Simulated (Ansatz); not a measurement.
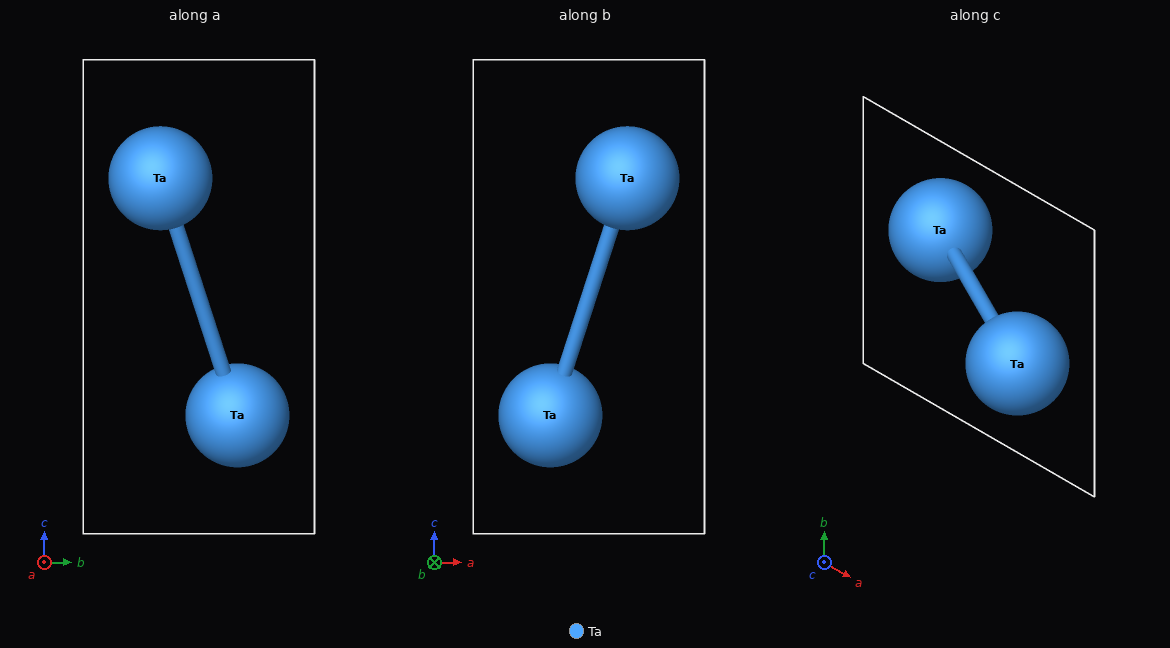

An orthographic ball-and-stick view of the structure, along the a axis, along the b axis and along the c axis. One conventional unit cell is outlined, and atoms on its boundary appear in each equivalent place.

Lattice parameters: a = 2.8858 Å, b = 2.8858 Å, c = 5.1281 Å, α = 90.000°, β = 90.000°, γ = 120.000°.

### Write down what is shown as a CIF in P1 with every atom of the cell.

```cif
data_structure
_symmetry_space_group_name_H-M 'P 1'
_symmetry_Int_Tables_number 1
_cell_length_a 2.8858
_cell_length_b 2.8858
_cell_length_c 5.1281
_cell_angle_alpha 90.000
_cell_angle_beta 90.000
_cell_angle_gamma 120.000
_cell_volume 36.98
loop_
_atom_site_label
_atom_site_type_symbol
_atom_site_fract_x
_atom_site_fract_y
_atom_site_fract_z
_atom_site_occupancy
Ta1 Ta 0.3333 0.6667 0.2500 1
Ta2 Ta 0.6667 0.3333 0.7500 1
```

Starting structure: a structure type filled with this element by a generator (whether the element takes this form wasn't checked). Earlier steps of the study may have refined or changed the cell and positions. An electronic-structure calculation with Ansatz was run on it.
